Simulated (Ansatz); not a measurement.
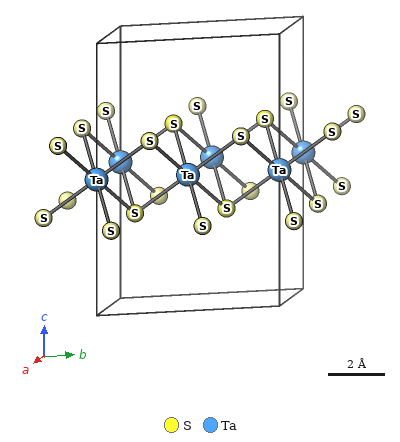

The input geometry (ball-and-stick view of the 1 × 2 repeat of the cell, with the vacuum cut short, seen slightly off an axis; neighbours outside the cell are drawn fainter).

**Run report: TaS2, single-point calculation**

The run: single-point calculation of TaS2 (slab, 3 atoms in the cell). Method and program: DFT PBE+D3(BJ), scalar-relativistic, plane waves, PAW, no spin polarisation (Ansatz 0.2.0).

The structure derives from an entry of the Crystallography Open Database. Figures and captions count atoms from 1; the log counts them from 0 in places.

The program's output
```
Engine: ansatz 0.2.0, aarch64-unknown-linux-gnu
Pseudopotentials: kind: paw
Pseudopotential: S, paw, valence charge 6, recommended cutoff 420 eV (normal), S.paw.azcp
Pseudopotential: Ta, paw, valence charge 13, recommended cutoff 420 eV (normal), Ta.paw.azcp
Functional definition: PBE
  parameter kappa = 0.804
  parameter beta = 0.06672455060314922
  exchange = pbe_x(kappa = kappa, mu = beta*pi^2/3)
  correlation = pbe_c(beta = beta)
Crystal: 3 atoms, lattice volume = 328.449 Å³
Basis set: ecut = 420 eV, 6359 PW (Γ), exchange–correlation on 48×48×432 points (8 copies of the dense FFT grid, shifted against one another)
Bands: 17, of which v1, the nominal top of the filled ones, is band 13 counted from 1 (12 counted from 0)
Symmetry: 12 space group operations
Space group: P-3m1 (ITA 164), of the structure as read, at distance tolerance 6.9e-5 Å
k-points: 27 of 225
Non-local potential: S, projectors of the file, l = 0: 2, l = 1: 2, l = 2: 2
Non-local potential: Ta, projectors of the file, l = 0: 3, l = 1: 2, l = 2: 2, l = 3: 1
PAW form: soft (Blöchl's): semilocal exchange-correlation on the pseudo side does not see the compensation charge
PAW one-centre angular grid: S, 110 points (default); XC on 64 Gauss nodes
PAW one-centre angular grid: Ta, 590 points (default); XC on 64 Gauss nodes
Initial density: superposition of atomic densities (neutral atoms: chi_scale 0, normalization atom), corrected by the library's trained network
Initial wavefunctions: pseudopotential atomic-orbital guess
Functional: x = pbe(κ = 0.804, μ = 0.2195149727645171), c = pbe(β = 0.06672455060314922)
SCF iter   1: F=—  HF=-11740.288633 eV  |F-HF|=—  |Δ(HF+E_count)|=         —  Δρ=9.81e-4  dr2=4.28e-3  ethr=1.77e-3  ⟨swp⟩=12.4  Hψ=4192  notcnv=0
preconditioner: auto → LDOS  [metal: Δε(μ)=0.065 eV  Ē_g=8.471 eV  σ=0.100 eV  W_gap=0.34  n_scr=18 (ndim 8)  ℏωp=8.4 eV  f_vac=0.783  D(μ)=1.84/eV (n_scr^D=10)  β→1.0]
SCF iter   2: F=—  HF=-11740.288975 eV  |F-HF|=—  |Δ(HF+E_count)|=   3.42e-4  Δρ=3.35e-4  dr2=3.17e-4  ethr=1.71e-5  ⟨swp⟩=3.3  Hψ=1297  notcnv=0
SCF iter   3: F=—  HF=-11740.288997 eV  |F-HF|=—  |Δ(HF+E_count)|=   2.22e-5  Δρ=1.41e-4  dr2=1.15e-4  ethr=1.27e-6  ⟨swp⟩=3.7  Hψ=1093  notcnv=0
SCF iter   4: F=—  HF=-11740.288966 eV  |F-HF|=—  |Δ(HF+E_count)|=   3.12e-5  Δρ=3.29e-5  dr2=4.17e-6  ethr=4.61e-7  ⟨swp⟩=2.3  Hψ=699  notcnv=0
SCF iter   5: F=—  HF=-11740.288925 eV  |F-HF|=—  |Δ(HF+E_count)|=   4.08e-5  Δρ=6.05e-6  dr2=1.34e-7  ethr=1.67e-8  ⟨swp⟩=3.6  Hψ=1049  notcnv=0
SCF iter   6: F=-11740.288926 eV  HF=-11740.288926 eV  |F-HF|=4.76e-8  |Δ(HF+E_count)|=   3.99e-7  Δρ=1.71e-6  dr2=1.01e-8  ethr=4.00e-10  ⟨swp⟩=13.3  Hψ=3246  notcnv=0
SCF 1 converged in 6 iterations: F = -11740.288926 eV  dr2 = 1.01e-8
  greatest PAW one-centre occupation: 0.999 electrons in one spin orbital (limit 2), on the Ta atom at site 1 (counted from 0), in its partial waves of l = 0
```

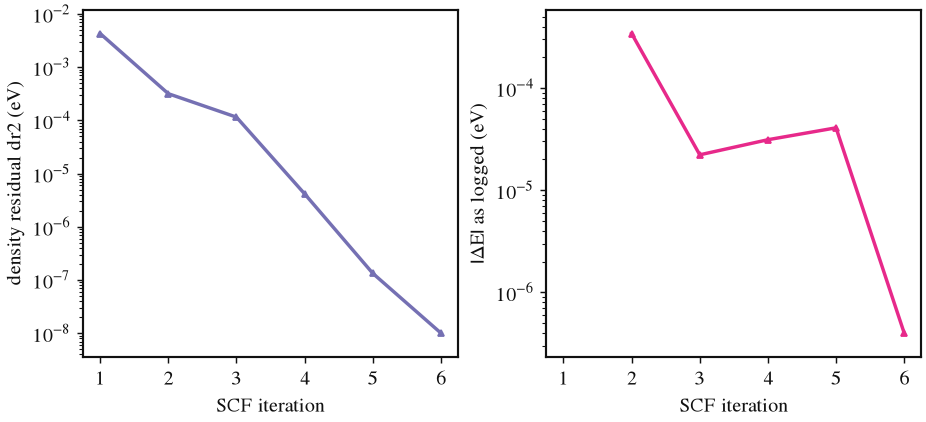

Convergence of the self-consistent field: density residual dr2 and size of the energy change against the SCF iteration. The residual falls at every step.

```
SCF converged after 6 iterations
Free energy (F): -11740.288926 eV
Harris-Foulkes:  -11740.288926 eV  (|F-HF|=4.76e-8)
Internal energy: -11740.279892 eV  (E = F + TS)
E sigma→0 (E₀):  -11740.284409 eV
Entropy (-TS):   -0.009034 eV (-3.011 meV/atom)
Fermi energy:    -5.118264 eV
--- Per-component energies (eV) ---
  E_band       = -578.779962
  E_kinetic    = 577.079577
  E_local      = -38068.605120  (includes V_loc(G=0)·N_el)
  E_nonlocal   = 70.591234
  E_hartree    = 18671.319017
  E_xc         = -412.026216
  E_vxc        = -377.998327  (∫ρ·V_xc dr)
  E_paw        = -9596.837328  (= ΣΔE_a)
  E_vpaw       = -122.486661  (= ΣTr[D̂ρ^β])
  E_aug_tail   = 0.000154  (compensation charges beyond the density's cutoff)
  E_ewald      = 17019.011821
  E_disp       = -0.813031  (pairwise vdW)
  E_smearing   = -0.009034  (= −TS)
  E_closure    = -0.000000  (closes the sum)
  Σ components = -11740.288926   (vs F -11740.288926, Δ=0.00e0)
--- Forces (eV/Å), atoms counted from 1 ---
  atom   1  S     -0.00000000    -0.00000000     0.17369521
  atom   2  Ta     0.00000000     0.00000000     0.00000000
  atom   3  S      0.00000000     0.00000000    -0.17369521
  max |Σ_I F_I| component: 1.16e-18 eV/Å
--- 2D stress c σ (N/m, compression-positive) ---
       -3.379564       0.000000       0.000000
        0.000000      -3.379564       0.000000
        0.000000       0.000000       0.000000
  P = ½ c Tr σ = -3.3796 N/m
--- Band table (eV; the first three rows and the last of 27) ---
  k-point 0: bands = ["-74.1220", "-40.5536", "-40.5536", "-40.5356", "-19.6632", "-18.2271", "-11.1233", "-9.0485", "-9.0485", "-7.6098", "-6.0286", "-6.0286", "-5.0812", "-5.0812", "-4.5964", "-1.2374", "-1.2374"]
  k-point 1: bands = ["-74.1216", "-40.5633", "-40.5558", "-40.5338", "-19.6023", "-18.2217", "-11.0507", "-9.2323", "-9.0163", "-7.4478", "-6.5466", "-6.2880", "-4.9949", "-4.8024", "-4.4362", "-1.4792", "-1.2631"]
  k-point 2: bands = ["-74.1205", "-40.5905", "-40.5621", "-40.5287", "-19.4259", "-18.2063", "-10.8426", "-9.5858", "-8.9347", "-7.4960", "-7.1809", "-6.7058", "-5.1042", "-4.3318", "-4.0783", "-1.8392", "-1.2991"]
  k-point 26: bands = ["-74.1121", "-40.7063", "-40.7063", "-40.4887", "-17.8807", "-17.8807", "-10.4527", "-10.2360", "-10.2360", "-8.6446", "-8.6446", "-8.4728", "-3.9740", "-3.5233", "-3.5233", "-0.9315", "-0.9315"]
```

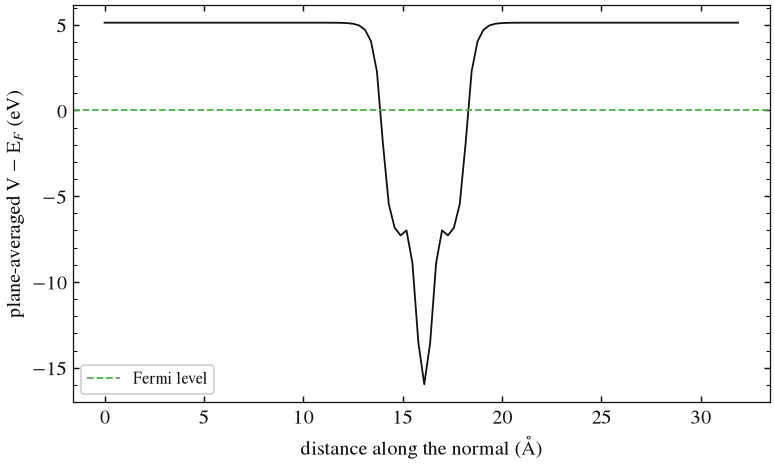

Plane average of the electrostatic potential energy of an electron across the cell, from the Fermi level. The vacuum level lies 5.12 eV above the Fermi level.

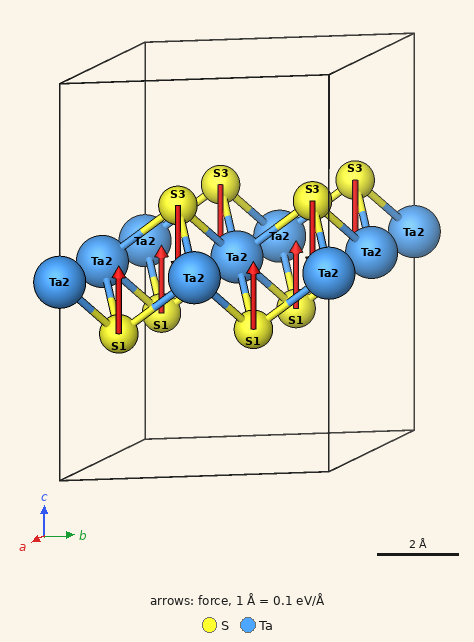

Forces on the atoms as red arrows (ball-and-stick view of the 2 × 2 repeat of the cell, with the vacuum cut short, seen slightly off an axis; atoms are numbered from 1 in the order of the input). The largest act on S1, S3 (0.17 eV/Å). The geometry is not a stationary point of this energy.

The run was set up as follows.

The input
```yaml
crystal:
  lattice:
    - [3.433, 0.0, 0.0]
    - [-1.7165, 2.9730652112, 0.0]
    - [0.0, 0.0, 32.1803051422]
  atoms:
    - { symbol: S, position: [0.6666666667, 0.3333333333, 0.4528904405] }
    - { symbol: Ta, position: [0.0, 0.0, 0.5] }
    - { symbol: S, position: [0.3333333333, 0.6666666667, 0.5471095595] }
  periodic: [true, true, false]
basis:
  ecutwfc: 420
kpoints:
  mp_grid: { grid: [15, 15, 1] }
hamiltonian:
  xc: pbe
  dispersion: d3bj
scf:
  occupations: { method: gaussian, width: 0.1 }
output:
  forces: true
  stress: true
  eigenvalues: true
```

Launched with:
```bash
ansatz run input.yaml --threads 1 --pin off --max-ram 3072MiB --backend cpu --events-out ev --progress --plain --runs-dir out
```

Results in brief

- outcome: converged
- electrons treated: 25
- free energy: −11740.2889 eV
- work function, top face: 5.12 eV
- work function, bottom face: 5.12 eV
- Fermi energy: −5.118 eV
- gap on the k-point mesh: none (metallic)
- work function (upper face): 5.12 eV
- largest force (length of the vector): 0.174 eV/Å
- hardware: 1 thread of Arm Neoverse V1, 24 GiB of memory available, shared host
- wall time: 7.9 s
- peak memory: 0.51 GiB

Spin–orbit coupling is left out, which matters for Ta. The cell holds an odd number of electrons but the run has no spin polarisation, so it comes out as a metal.
